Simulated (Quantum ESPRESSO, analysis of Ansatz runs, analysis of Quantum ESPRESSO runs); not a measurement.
**Local vibrational mode of the Si donor on a Ga site in GaAs (PBE) (Quantum ESPRESSO)**

How near does this set-up come to the measured local vibrational mode? Subject: Si donor on a Ga site in GaAs. Set-up: PBE, GBRV 1.5 PBE, 32-site cell, measured lattice, k: 2x2x2 shifted. The model is a cell of 32 host atoms with 1 Ga taken out and 1 Si put in. The frequencies come from force constants among the defect atom and its neighbours, with the masses of the isotopes named. The measured lattice removes the functional's error in the volume.

**The experiment.** Threefold local mode of 28Si: 384 cm⁻¹, by Fourier transform infrared absorption, zero pressure (Table 4.3, experiment column) (quoted in “DX Centers in III-V Semiconductors under Hydrostatic Pressure”, 1992, Jeffrey Alan Wolk et al., quoting earlier work (1985)). The calculation is set beside it at the end.

Method: Quantum ESPRESSO plane-wave DFT, PBE, GBRV 1.5 PBE potentials; relaxation of all atoms of a defect supercell, in Quantum ESPRESSO 7.5.

**1. Set-up**

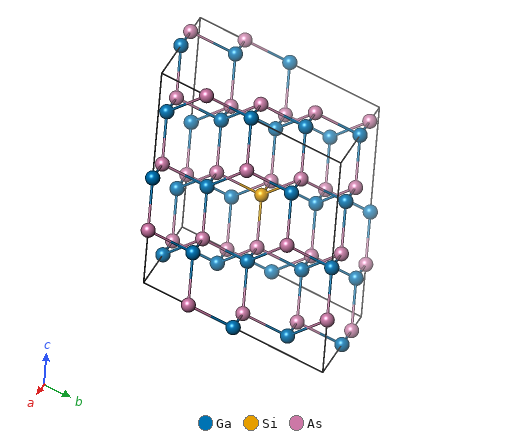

The cell as given, slightly off an axis (gallium blue, silicon orange, arsenic pink). Some periodic images of atoms are drawn too.

The cell holds 32 atoms: 15 Ga, 1 Si and 16 As. Cell: a = 9.792 Å, b = 9.792 Å, c = 9.792 Å, α = 109.5°, β = 109.5°, γ = 109.5°. It derives from GaAs (space group F-43m). Nearest the centre at fractional (0.250, 0.500, 0.250): Si7 at 0.00 Å, As19 at 2.45 Å, As23 at 2.45 Å, As28 at 2.45 Å, As22 at 2.45 Å, Ga3 at 4.00 Å, Ga6 at 4.00 Å, Ga4 at 4.00 Å. The cell carries charge +1.

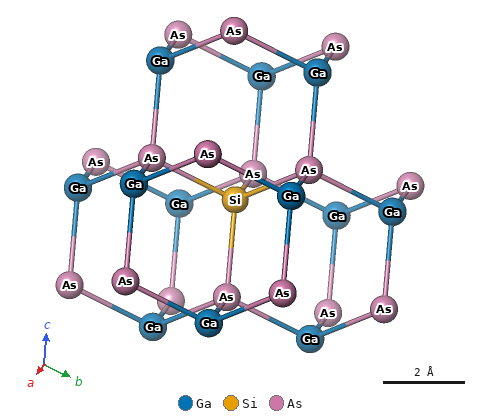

The atoms within 5 Å of the centre.

The host's primitive cell comes from a first run (Quantum ESPRESSO plane-wave DFT, PBE, GBRV 1.5 PBE potentials; relaxation of all atoms of a defect-free cell): vectors of 3.998, 3.998 and 3.998 Å. That is 22.59 Å³ an atom. The supercell is built on it.

**2. Relaxation, charge +1**

Every later number rests on the structure around the defect, so the atoms are relaxed at the host's lattice first.

pw.in reads:

```
&CONTROL
  calculation = 'relax'
  prefix = 'pwscf'
  outdir = './tmp'
  pseudo_dir = './pseudo'
  tprnfor = .true.
  disk_io = 'low'
  nstep = 70
  forc_conv_thr = 0.00039
  etot_conv_thr = 0.0001
/
&SYSTEM
  ibrav = 0
  nat = 32
  ntyp = 3
  ecutwfc = 45
  ecutrho = 360
  nbnd = 188
  occupations = 'smearing'
  smearing = 'fd'
  degauss = 0.00073499
  tot_charge = 1
/
&ELECTRONS
  conv_thr = 3d-08
  electron_maxstep = 100
  mixing_beta = 0.5
/
&IONS
  ion_dynamics = 'bfgs'
/
ATOMIC_SPECIES
Ga    69.7230 ga_pbe_v1.4.uspp.F.UPF
Si    28.0850 si_pbe_v1.uspp.F.UPF
As    74.9216 as_pbe_v1.uspp.F.UPF
CELL_PARAMETERS angstrom
  -5.6537000000    5.6537000000   -5.6537000000
   5.6537000000    5.6537000000    5.6537000000
   5.6537000000   -5.6537000000   -5.6537000000
ATOMIC_POSITIONS crystal
Ga     0.0000000000    0.0000000000    0.0000000000
Ga     0.0000000000    0.2500000000    0.7500000000
Ga     0.0000000000    0.5000000000    0.5000000000
Ga     0.0000000000    0.7500000000    0.2500000000
Ga     0.2500000000    0.0000000000    0.7500000000
Ga     0.2500000000    0.2500000000    0.5000000000
Si     0.2500000000    0.5000000000    0.2500000000
Ga     0.2500000000    0.7500000000    0.0000000000
Ga     0.5000000000    0.0000000000    0.5000000000
Ga     0.5000000000    0.2500000000    0.2500000000
Ga     0.5000000000    0.5000000000    0.0000000000
Ga     0.5000000000    0.7500000000    0.7500000000
Ga     0.7500000000    0.0000000000    0.2500000000
Ga     0.7500000000    0.2500000000    0.0000000000
Ga     0.7500000000    0.5000000000    0.7500000000
Ga     0.7500000000    0.7500000000    0.5000000000
As     0.0000000000    0.0000000000    0.7500000000
As     0.0000000000    0.2500000000    0.5000000000
As     0.0000000000    0.5000000000    0.2500000000
As     0.0000000000    0.7500000000    0.0000000000
As     0.2500000000    0.0000000000    0.5000000000
As     0.2500000000    0.2500000000    0.2500000000
As     0.2500000000    0.5000000000    0.0000000000
As     0.2500000000    0.7500000000    0.7500000000
As     0.5000000000    0.0000000000    0.2500000000
As     0.5000000000    0.2500000000    0.0000000000
As     0.5000000000    0.5000000000    0.7500000000
As     0.5000000000    0.7500000000    0.5000000000
As     0.7500000000    0.0000000000    0.0000000000
As     0.7500000000    0.2500000000    0.7500000000
As     0.7500000000    0.5000000000    0.5000000000
As     0.7500000000    0.7500000000    0.2500000000
K_POINTS automatic
2 2 2 1 1 1
```

Launch:

```bash
> OMP_NUM_THREADS=1 mpirun -n 4 pw.x -nk 2 -in pw.in > pw.out
```

What it wrote:

```text
This program is part of the open-source Quantum ESPRESSO suite
     for quantum simulation of materials; please cite
         "P. Giannozzi et al., J. Phys.:Condens. Matter 21 395502 (2009);
         "P. Giannozzi et al., J. Phys.:Condens. Matter 29 465901 (2017);
         "P. Giannozzi et al., J. Chem. Phys. 152 154105 (2020);
          URL
     in publications or presentations arising from this work. More details at

     Message from routine setup:
     using ibrav=0 with symmetry is DISCOURAGED, use correct ibrav instead

     K-points division:     npool     =       2
     Subspace diagonalization in iterative solution of the eigenvalue problem:
     a serial algorithm will be used

     --------------------
     sticks:   dense  smooth     PW     G-vecs:    dense   smooth      PW
     Min        4614    2310    623               281106    99417   13940
     Max        4617    2311    624               281107    99420   13943
     Sum        9231    4621   1247               562213   198837   27883

     Using Slab Decomposition

     bravais-lattice index     =            0
     lattice parameter (alat)  =      18.5051  a.u.
     unit-cell volume          =    4878.1469 (a.u.)^3
     number of atoms/cell      =           32
     number of atomic types    =            3
     number of electrons       =       368.00
     number of Kohn-Sham states=          188
     kinetic-energy cutoff     =      45.0000  Ry
     charge density cutoff     =     360.0000  Ry
     scf convergence threshold =      3.0E-08
     mixing beta               =       0.5000
     number of iterations used =            8  plain     mixing
     energy convergence thresh.=      1.0E-04
     force convergence thresh. =      3.9E-04
     Exchange-correlation= SLA  PW   PBE  PBE
                           (   1   4   3   4   0   0   0)
     nstep                     =           70

     celldm(1)=  18.505135  celldm(2)=   0.000000  celldm(3)=   0.000000
     celldm(4)=   0.000000  celldm(5)=   0.000000  celldm(6)=   0.000000

     crystal axes: (cart. coord. in units of alat)
               a(1) = (  -0.577350   0.577350  -0.577350 )
               a(2) = (   0.577350   0.577350   0.577350 )
               a(3) = (   0.577350  -0.577350  -0.577350 )

     reciprocal axes: (cart. coord. in units 2 pi/alat)
               b(1) = (  0.000000  0.866025 -0.866025 )
               b(2) = (  0.866025  0.866025 -0.000000 )
               b(3) = (  0.866025  0.000000 -0.866025 )

     PseudoPot. # 1 for Ga read from file:
     ga_pbe_v1.4.uspp.F.UPF
     Pseudo is Ultrasoft + core correction, Zval = 19.0
     Generated by new atomic code, or converted to UPF format
     Using radial grid of  871 points,  6 beta functions with:
                l(1) =   0
                l(2) =   0
                l(3) =   1
                l(4) =   1
                l(5) =   2
                l(6) =   2
     Q(r) pseudized with  8 coefficients,  rinner =    1.250   1.250   1.250
                                                       1.250   1.250

     PseudoPot. # 2 for Si read from file:
     si_pbe_v1.uspp.F.UPF
     Pseudo is Ultrasoft + core correction, Zval =  4.0
     Generated by new atomic code, or converted to UPF format
     Using radial grid of  899 points,  6 beta functions with:
                l(1) =   0
                l(2) =   0
                l(3) =   1
                l(4) =   1
                l(5) =   2
                l(6) =   2
     Q(r) pseudized with  8 coefficients,  rinner =    0.900   0.900   0.900
                                                       0.900   0.900

     PseudoPot. # 3 for As read from file:
     as_pbe_v1.uspp.F.UPF
     Pseudo is Ultrasoft + core correction, Zval =  5.0
     Generated by new atomic code, or converted to UPF format
     Using radial grid of  875 points,  6 beta functions with:
                l(1) =   0
                l(2) =   0
                l(3) =   1
                l(4) =   1
                l(5) =   2
                l(6) =   2
     Q(r) pseudized with  8 coefficients,  rinner =    1.300   1.300   1.300
                                                       1.300   1.300

     atomic species   valence    mass     pseudopotential
     Ga               19.00    69.72300     Ga( 1.00)
     Si                4.00    28.08500     Si( 1.00)
     As                5.00    74.92160     As( 1.00)

     24 Sym. Ops. (no inversion) found (22 have fractional translation)

   Cartesian axes

     site n.     atom                  positions (alat units)
         1        Ga     tau(   1) = (   0.0000000   0.0000000   0.0000000  )
         2        Ga     tau(   2) = (   0.5773503  -0.2886751  -0.2886751  )
         3        Ga     tau(   3) = (   0.5773503   0.0000000   0.0000000  )
         4        Ga     tau(   4) = (   0.5773503   0.2886751   0.2886751  )
         5        Ga     tau(   5) = (   0.2886751  -0.2886751  -0.5773503  )
         6        Ga     tau(   6) = (   0.2886751   0.0000000  -0.2886751  )
         7        Si     tau(   7) = (   0.2886751   0.2886751   0.0000000  )
         8        Ga     tau(   8) = (   0.2886751   0.5773503   0.2886751  )
         9        Ga     tau(   9) = (   0.0000000   0.0000000  -0.5773503  )
        10        Ga     tau(  10) = (   0.0000000   0.2886751  -0.2886751  )
        11        Ga     tau(  11) = (   0.0000000   0.5773503   0.0000000  )
        12        Ga     tau(  12) = (   0.5773503   0.2886751  -0.2886751  )
        13        Ga     tau(  13) = (  -0.2886751   0.2886751  -0.5773503  )
        14        Ga     tau(  14) = (  -0.2886751   0.5773503  -0.2886751  )
        15        Ga     tau(  15) = (   0.2886751   0.2886751  -0.5773503  )
        16        Ga     tau(  16) = (   0.2886751   0.5773503  -0.2886751  )
        17        As     tau(  17) = (   0.4330127  -0.4330127  -0.4330127  )
        18        As     tau(  18) = (   0.4330127  -0.1443376  -0.1443376  )
        19        As     tau(  19) = (   0.4330127   0.1443376   0.1443376  )
        20        As     tau(  20) = (   0.4330127   0.4330127   0.4330127  )
        21        As     tau(  21) = (   0.1443376  -0.1443376  -0.4330127  )
        22        As     tau(  22) = (   0.1443376   0.1443376  -0.1443376  )
        23        As     tau(  23) = (   0.1443376   0.4330127   0.1443376  )
        24        As     tau(  24) = (   0.7216878   0.1443376  -0.1443376  )
        25        As     tau(  25) = (  -0.1443376   0.1443376  -0.4330127  )
        26        As     tau(  26) = (  -0.1443376   0.4330127  -0.1443376  )
[...]
atom    2 type  1   force =    -0.00041105   -0.00060690    0.00041105
     atom    3 type  1   force =     0.00041105   -0.00041105   -0.00060690
     atom    4 type  1   force =     0.00041105    0.00060690    0.00041105
     atom    5 type  1   force =     0.00000000    0.00000000   -0.00000000
     atom    6 type  1   force =     0.00060690   -0.00041105   -0.00041105
     atom    7 type  2   force =     0.00000000   -0.00000000   -0.00000000
     atom    8 type  1   force =     0.00060690    0.00041105    0.00041105
     atom    9 type  1   force =     0.00041105    0.00041105    0.00060690
     atom   10 type  1   force =    -0.00041105    0.00060690   -0.00041105
     atom   11 type  1   force =    -0.00041105    0.00041105   -0.00060690
     atom   12 type  1   force =     0.00041105   -0.00060690   -0.00041105
     atom   13 type  1   force =     0.00000000   -0.00000000   -0.00000000
     atom   14 type  1   force =    -0.00060690   -0.00041105    0.00041105
     atom   15 type  1   force =     0.00000000    0.00000000   -0.00000000
     atom   16 type  1   force =    -0.00060690    0.00041105   -0.00041105
[...]
Total force =     0.003022     Total SCF correction =     0.000013
     Energy error            =      5.0E-05 Ry
     Gradient error          =      6.1E-04 Ry/Bohr

     number of scf cycles    =  10
     number of bfgs steps    =   9

     energy             old  =   -6885.3904577845 Ry
     energy             new  =   -6885.3905081201 Ry

     CASE: energy            _new < energy            _old

     new trust radius        =       0.0019040181 bohr
     new conv_thr            =       0.0000000003 Ry

ATOMIC_POSITIONS (crystal)
Ga              -0.0021320285        0.0010425835       -0.0021320285
Ga              -0.0021320285        0.2478679715        0.7510425835
Ga               0.0031746120        0.5000000000        0.5021320285
Ga               0.0031746120        0.7521320285        0.2500000000
Ga               0.2500000000        0.0000000000        0.7500000000
Ga               0.2500000000        0.2531746120        0.5021320285
Si               0.2500000000        0.5000000000        0.2500000000
Ga               0.2500000000        0.7521320285        0.0031746120
Ga               0.4968253880       -0.0010425835        0.4968253880
Ga               0.5021320285        0.2531746120        0.2500000000
Ga               0.5021320285        0.5000000000        0.0031746120
Ga               0.4968253880        0.7468253880        0.7489574165
Ga               0.7500000000        0.0000000000        0.2500000000
Ga               0.7510425835        0.2478679715       -0.0021320285
Ga               0.7500000000        0.5000000000        0.7500000000
Ga               0.7489574165        0.7468253880        0.4968253880
[...]
NEW-OLD atomic charge density approx. for the potential

     Self-consistent Calculation

     iteration #  1     ecut=    45.00 Ry     beta= 0.50
     Davidson diagonalization with overlap
     ethr =  1.00E-06,  avg # of iterations =  3.0

     Threshold (ethr) on eigenvalues was too large:
     Diagonalizing with lowered threshold

     Davidson diagonalization with overlap
     ethr =  8.12E-10,  avg # of iterations =  7.0

     total energy              =   -6885.39052103 Ry
     estimated scf accuracy    <       0.00000167 Ry

     iteration #  2     ecut=    45.00 Ry     beta= 0.50
     Davidson diagonalization with overlap
     ethr =  4.54E-10,  avg # of iterations =  3.0

     total energy              =   -6885.39052127 Ry
     estimated scf accuracy    <       0.00000081 Ry

     iteration #  3     ecut=    45.00 Ry     beta= 0.50
     Davidson diagonalization with overlap
     ethr =  2.20E-10,  avg # of iterations =  3.0

     total energy              =   -6885.39052145 Ry
     estimated scf accuracy    <       0.00000011 Ry

     iteration #  4     ecut=    45.00 Ry     beta= 0.50
     Davidson diagonalization with overlap
     ethr =  3.09E-11,  avg # of iterations =  2.0

     total energy              =   -6885.39052146 Ry
     estimated scf accuracy    <       0.00000001 Ry

     iteration #  5     ecut=    45.00 Ry     beta= 0.50
     Davidson diagonalization with overlap
     ethr =  3.42E-12,  avg # of iterations =  4.0

     total energy              =   -6885.39052146 Ry
     estimated scf accuracy    <          7.8E-10 Ry

     iteration #  6     ecut=    45.00 Ry     beta= 0.50
     Davidson diagonalization with overlap
     ethr =  2.11E-13,  avg # of iterations =  5.0

     End of self-consistent calculation

          k = 0.4330 0.4330-0.4330 ( 24868 PWs)   bands (ev):

[...]
8.4016   8.5623   8.5623   8.5623

          k = 0.0000 0.4330 0.0000 ( 24879 PWs)   bands (ev):

[...]
-5.4104  -4.7116  -4.4392  -4.4392  -4.3516  -3.9374  -3.8794  -3.8794
    -3.8776  -3.6603  -3.3929  -3.3204  -3.3204  -3.2220  -3.0174  -3.0174
    -0.2185   0.4949   0.6409   0.8177   0.8177   0.8954   0.9324   0.9566
     0.9734   0.9734   1.2532   2.3414   2.4304   2.4304   2.5607   3.2503
     3.2562   3.2562   3.4204   3.8382   4.0453   4.0453   4.0613   4.5218
     4.5310   4.5310   4.8023   4.8232   4.8232   4.8261   4.8408   4.8706
     4.8706   4.8952   4.8952   4.9098   4.9344   5.1373   5.7626   5.7828
     5.7828   5.8953   5.9723   5.9723   6.0199   6.0493   6.4979   6.4979
     8.5521   8.9642   9.1864   9.2618

     the Fermi energy is     7.8529 ev

!    total energy              =   -6885.39052146 Ry
     estimated scf accuracy    <          4.7E-11 Ry
     smearing contrib. (-TS)   =       0.00000000 Ry
     internal energy E=F+TS    =   -6885.39052146 Ry

     The total energy is F=E-TS. E is the sum of the following terms:
     one-electron contribution =   -6211.92331199 Ry
     hartree contribution      =    3228.42104076 Ry
     xc contribution           =   -1237.41397495 Ry
     ewald contribution        =   -2664.47427529 Ry

     convergence has been achieved in   6 iterations

     Forces acting on atoms (cartesian axes, Ry/au):

[...]
atom   25 type  3   force =     0.00003604    0.00032048    0.00003604
     atom   26 type  3   force =    -0.00032048    0.00003604   -0.00003604
     atom   27 type  3   force =     0.00003604   -0.00003604   -0.00032048
     atom   28 type  3   force =     0.00003173    0.00003173   -0.00003173
     atom   29 type  3   force =    -0.00003604   -0.00032048    0.00003604
     atom   30 type  3   force =    -0.00003604   -0.00003604    0.00032048
     atom   31 type  3   force =    -0.00003604    0.00003604   -0.00032048
     atom   32 type  3   force =    -0.00003604    0.00032048   -0.00003604

     Total force =     0.002356     Total SCF correction =     0.000037
     Energy error            =      1.3E-05 Ry
     Gradient error          =      3.8E-04 Ry/Bohr

     bfgs converged in  11 scf cycles and  10 bfgs steps
     (criteria: energy <  1.0E-04 Ry, force <  3.9E-04 Ry/Bohr)

     End of BFGS Geometry Optimization

     Final energy             =   -6885.3905214640 Ry

     File ./tmp/pwscf.bfgs deleted, as requested
Begin final coordinates

ATOMIC_POSITIONS (crystal)
[...]
As               0.4998878868        0.0018192829        0.2500000000
As               0.5019313960        0.2501121132        0.0001121132
As               0.4998878868        0.5000000000        0.7518192829
As               0.4940486803        0.7440486803        0.4940486803
As               0.7481807171       -0.0018192829       -0.0019313960
As               0.7481807171        0.2480686040        0.7481807171
As               0.7518192829        0.5000000000        0.4998878868
As               0.7518192829        0.7498878868        0.2500000000
End final coordinates

=------------------------------------------------------------------------------=
   JOB DONE.
=------------------------------------------------------------------------------=
```

The job ended after 30 min (4 MPI ranks of Arm Neoverse V1, shared host; peak memory 3.1 GiB; 2 h of CPU time).

(Continued in part 2 of 2.)

[Logs are printed without paths, hosts, clocks, repeated set-up lines and the standing remarks that a program may print on its own settings, such as how far it seeks lower states.]

[Hosts, paths, dates, database ids (printed as entryN), source tags and the programs' standing remarks are cut or masked in the printed files.]

[For some hosts the program warned that the k-mesh of the response run may be too coarse for force constants and the static dielectric constant; such warnings are not shown here.]
